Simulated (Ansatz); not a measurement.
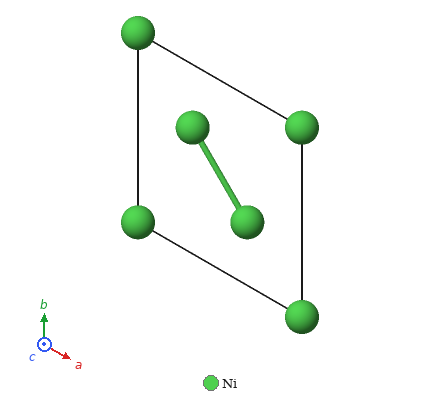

Ni (P6/mmm, No. 191): coordinates from a relaxation with DFT, PBE, plane waves (420 eV) with PAW, scalar-relativistic in Ansatz 0.2.0; the starting structure was generated, so it need not be a known form of this composition.

```cif
data_structure
_symmetry_space_group_name_H-M 'P 1'
_symmetry_Int_Tables_number 1
_cell_length_a 3.9910
_cell_length_b 3.9910
_cell_length_c 2.4185
_cell_angle_alpha 90.000
_cell_angle_beta 90.000
_cell_angle_gamma 120.000
_cell_volume 33.36
loop_
_atom_site_label
_atom_site_type_symbol
_atom_site_fract_x
_atom_site_fract_y
_atom_site_fract_z
_atom_site_occupancy
Ni1 Ni 0.00000 0.00000 0.00000 1
Ni2 Ni 0.33333 0.66667 0.50000 1
Ni3 Ni 0.66667 0.33333 0.50000 1
```

### What will a dark-field STEM-like image along [001] show? Simulated incoherent Z contrast: every atom adds Z^1.7 spread by a probe of 1.30 Å full width; channelling and multiple scattering are left out.

The columns repeat on a hexagonal net with a repeat of 2.30 Å (plane group p6mm). All columns are alike (Ni). The shortest distance between visible columns is 2.30 Å in projection. Along the beam the structure repeats every 2.42 Å.

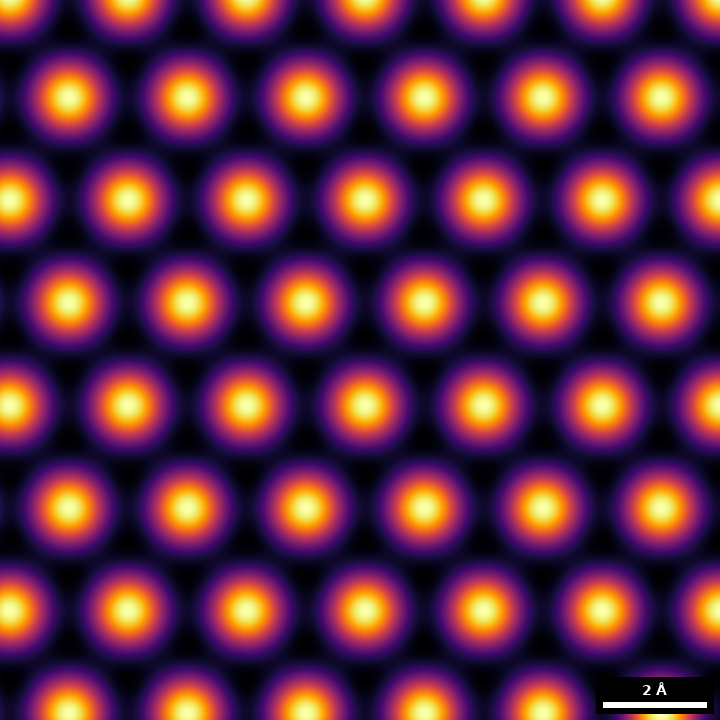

The simulated image.
